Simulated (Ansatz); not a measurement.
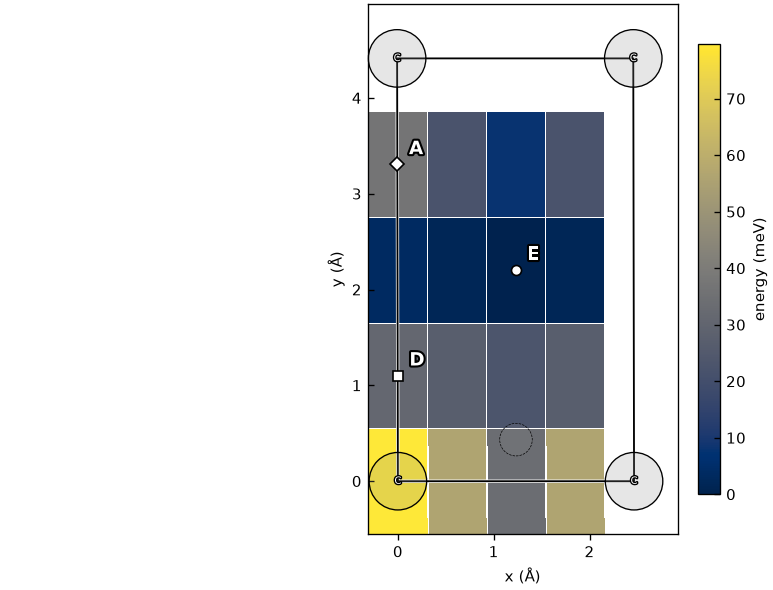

CO on a C(111) slab cut from the C2/m phase, its upper half relaxed before the scan (16 atoms of substrate and one adsorbate in a 2 × 1 cell). 
- CO (O end down) is moved over the surface cell at a fixed height above a rigid substrate; the origin of the map has the adsorbate above C15; the height is held at 2.70 Å.
- Places are given modulo a cell vector. The map is drawn in real space over the plane of the surface.
- The scan uses a 4 × 4 grid.
- Places are given in fractions of the 1 × 1 surface cell.
- All energies are given in meV relative to the lowest grid point.
- At a fixed height the lowest place need not be the adsorption site.
- Computed with DFT PBE+D3(BJ), scalar-relativistic, plane waves, PAW in Ansatz. Settings: cutoff 420 eV, k-mesh 6×6×1, gaussian smearing 0.05 eV, no spin polarisation.

Drawn: one coloured cell a grid point, labelled circles for the atoms of the top layer and small ones for the second layer, the outline of one cell of the plane, lettered points.

**Rank the lettered points by energy, lowest first.**

E (0.0 meV), D (30.9 meV), A (36.8 meV).

PAW datasets: the set soft_1.
